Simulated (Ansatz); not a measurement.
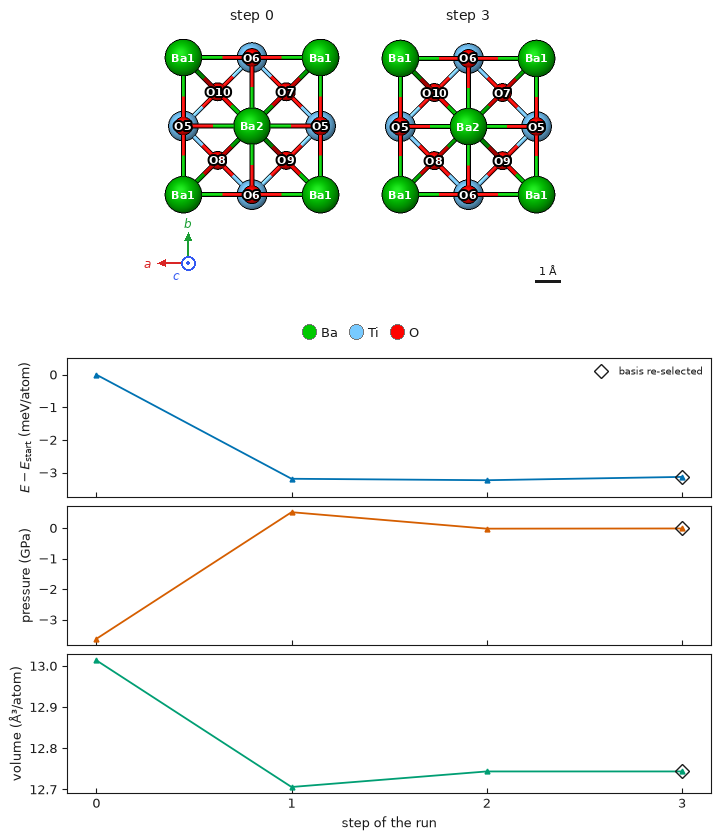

First and last geometry of a relaxation of solid BaTiO₃ (set up in Pm-3m), with the history of the run. Style: ball-and-stick. Shown: the cell of the calculation, along the c axis.

The start is a measured structure.

These are results of Ansatz 0.2.0, DFT, PAW plane waves, r2SCAN, not measurements.

Input
```yaml
crystal:
  lattice:
    - [4.02213943, 4.02213943, 0.0]
    - [4.02213943, -4.02213943, 0.0]
    - [0.0, 0.0, 4.02213943]
  atoms:
    - { symbol: Ba, position: [0.0, 0.0, 0.0] }
    - { symbol: Ba, position: [0.5, 0.5, 0.0] }
    - { symbol: Ti, position: [0.0, 0.5, 0.5] }
    - { symbol: Ti, position: [0.5, 0.0, 0.5] }
    - { symbol: O, position: [0.0, 0.5, 0.0] }
    - { symbol: O, position: [0.5, 0.0, 0.0] }
    - { symbol: O, position: [0.25, 0.75, 0.5] }
    - { symbol: O, position: [0.75, 0.25, 0.5] }
    - { symbol: O, position: [0.25, 0.25, 0.5] }
    - { symbol: O, position: [0.75, 0.75, 0.5] }
  symmetry: { tolerance: 0.0003 }
kpoints:
  mp_grid: { grid: [5, 5, 6], shift: [0, 0, 0] }
magnetization:
  spin_polarized: false
scf:
  occupations: { method: cold, width: 0.0366 }
  lower_state_search: "off"
hamiltonian:
  pseudopotentials: { kind: paw }
  xc: r2scan
basis:
  ecutwfc: 500
  fft_grid_basis: typed
relax:
  max_steps: 60
  cell: { p_target: 0.0 }
output:
  forces: true
  stress: true
  eigenvalues: true
  bader: true
  populations: true
  elf: true
  write_potential: true
  volumetric_format: npy
  dos:
    e_range: [-12, 8]
    de: 0.05
    projected: { site_lists: { Ba: [Ba], O: [O], Ti: [Ti] } }
  write_density: true
checkpoint:
  read: saved_state
```

Launched with:
```bash
ansatz run input.yaml --threads 2 --pin off --max-ram 2560MiB --backend cpu --events-out ev --progress --plain --runs-dir out
```

Q: What do the curves and the structures tell?

A: It converged. The energy falls by 3.1 meV per atom in 2 accepted moves (3 points after the start). All forces vanish by symmetry, so only the cell relaxes. The pressure goes from −3.63 to −0.01 GPa. At 1 point the geometry stayed and the basis and grid were re-selected for the new cell (energy shift of 0.1 meV per atom at most each time). No atom moves by more than 0.005 Å relative to the cell. Cell: a = b 5.688 → 5.649 Å (−0.7 %), c 4.022 → 3.994 Å (−0.7 %). Volume −2.1 %. Near-neighbour distances that change, for instance: Ba1–Ti3 3.483 → 3.459 Å, Ba1–O10 2.844 → 2.824 Å, Ti3–O10 2.011 → 1.997 Å. The space group stays Pm-3m (No. 221). The run took roughly 2.3 core-minutes on a shared host.
